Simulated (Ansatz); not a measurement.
A series of calculations on H14CO7

**1. Relaxation**

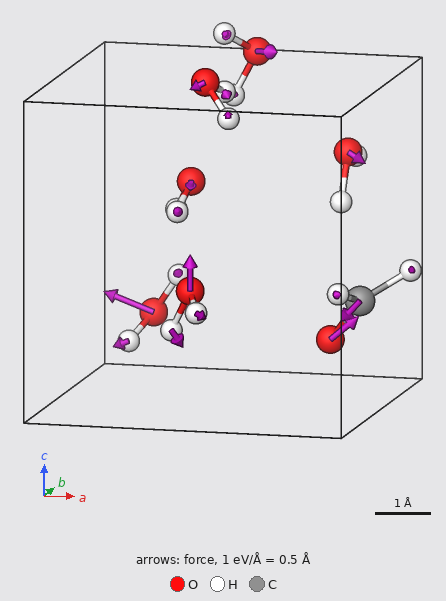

Starting geometry of an amorphous cell of composition H₁₄CO₇ with the computed forces as purple arrows. A ball-and-stick model of the cell of the calculation, seen slightly off an axis.

The cell holds 6 H2O + 1 H2CO. The run prepares the start of a later molecular dynamics calculation, from a guessed geometry.

Theory: DFT PBE-D3(BJ), scalar-relativistic, plane waves, PAW in Ansatz. Set-up: plane-wave cutoff 420 eV; k-point mesh 1 × 1 × 1; occupations fermi dirac; smearing width 0.02 eV; no spin polarisation; atoms relaxed in a fixed cell; force threshold 0.3 eV/Å; at most 15 steps.

> Is this structure relaxed? If not, where do the atoms go?

It isn't relaxed: the largest force vector, on an O atom, is 2.05 eV/Å. The final displacements have little in common with the starting forces (cosine between the two patterns 0.20). The largest move is that of an H atom, 1.39 Å roughly along [3 0 1]. By element the largest moves are H 1.39 Å, O 0.68 Å, C 0.60 Å. The lattice vectors keep their values. Near-neighbour distances that change, for instance: H–O 0.969 → 1.000 Å, C–H 1.104 → 1.119 Å, H–O 0.969 → 0.974 Å, C–O 1.220 → 1.225 Å. Bond angles that change, for instance: H–O–H 104.0° → 99.9°, H–C–H 115.7° → 119.3°, H–O–H 104.0° → 107.6°. Over 13 accepted moves (14 points after the start) the energy falls by 154 meV per atom. Largest force component: 1.9 eV/Å at the start, 0.17 eV/Å at the end. 1 step only repeated the SCF at the same geometry.

Limits of the set-up: the periodic images lie only 6.0 Å apart, so the values are limited by the cell's size.

**2. Dynamics**

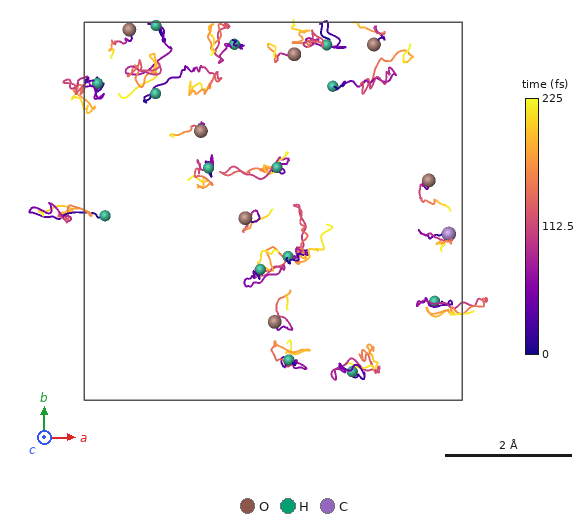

First-principles dynamics of a periodic cell with 6 H2O + 1 H2CO at 1.057 g/cm³, 225 fs long. Lines trace each atom's path, coloured by time; spheres stand at the starting positions. Seen along the c axis in the simulation cell.

Level of theory: DFT PBE-D3(BJ), scalar-relativistic, plane waves, PAW (Ansatz 0.2.0). Settings: plane-wave cutoff 420 eV; k-point mesh 1 × 1 × 1; Fermi-Dirac smearing 0.02 eV; Langevin thermostat (NVT); set temperature 500 K; time step 0.75 fs; friction 0.02 per fs.

Describe the motion.

In the second half of the run the atoms are, in the root-mean-square, this far from where they began (common drift taken out): H 0.63 Å, O 0.43 Å, C 0.22 Å. The heavy atoms stay within a fraction of a molecule's size of their starting places; so short a run doesn't tell a liquid from a solid.

Limits of the set-up: the periodic images lie only 6.0 Å apart, so the values are limited by the cell's size.

Cost: 4.8 min on 1 thread of Intel(R) Xeon(R) Platinum 8488C (Sapphire Rapids), with other jobs on the host, peak memory 0.4 GiB.

**3. Dynamics**

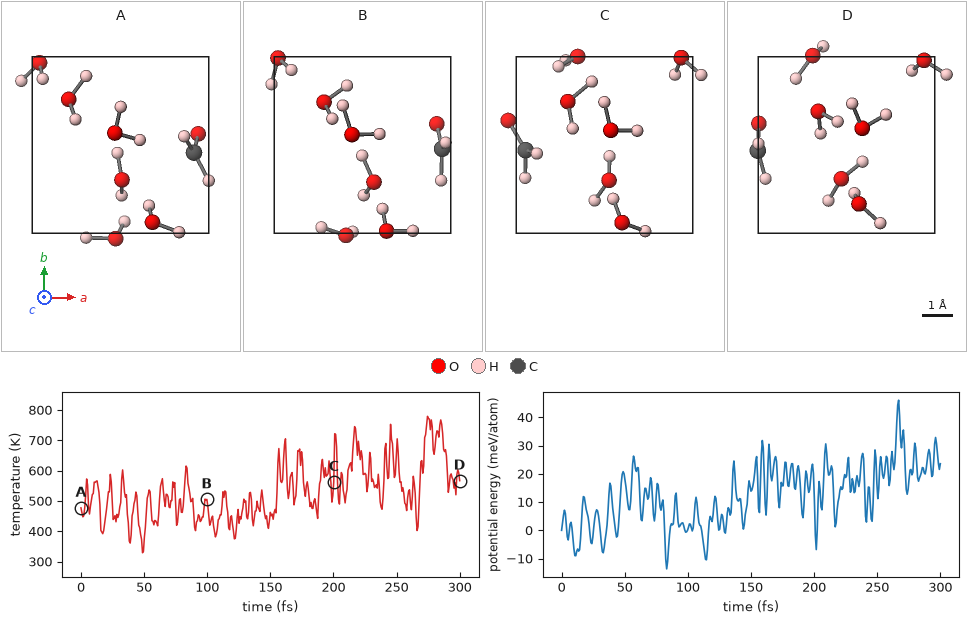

A Born-Oppenheimer molecular dynamics run of a periodic cell with 6 H2O + 1 H2CO at 1.057 g/cm³, 300 fs long. It starts from the last geometry of an earlier run, with fresh velocities. Frames (A at 0 fs, B at 100 fs, C at 200 fs, D at 300 fs) and the history of the run. The picture is a ball-and-stick view of the simulation cell, seen along the c axis. Atoms that leave the cell re-enter on the other side.

Level of theory: Ansatz, DFT PBE-D3(BJ), scalar-relativistic, plane waves, PAW. Settings: plane-wave cutoff 420 eV; k-point mesh 1 × 1 × 1; Fermi-Dirac smearing 0.02 eV; Langevin thermostat (NVT); set temperature 500 K; time step 0.75 fs; friction 0.02 per fs.

> What do the frames and curves show?

In the second half of the run the atoms are, in the root-mean-square, this far from where they began (common drift taken out): C 1.13 Å, H 1.04 Å, O 0.86 Å. The molecules turn and drift from their places. Over the second half the temperature averages 590 K (spread ±83 K). The potential energy in the second half lies on average 19.2 meV per atom above the first frame.

Limits of the set-up: the periodic images lie only 6.0 Å apart, so the values are limited by the cell's size.
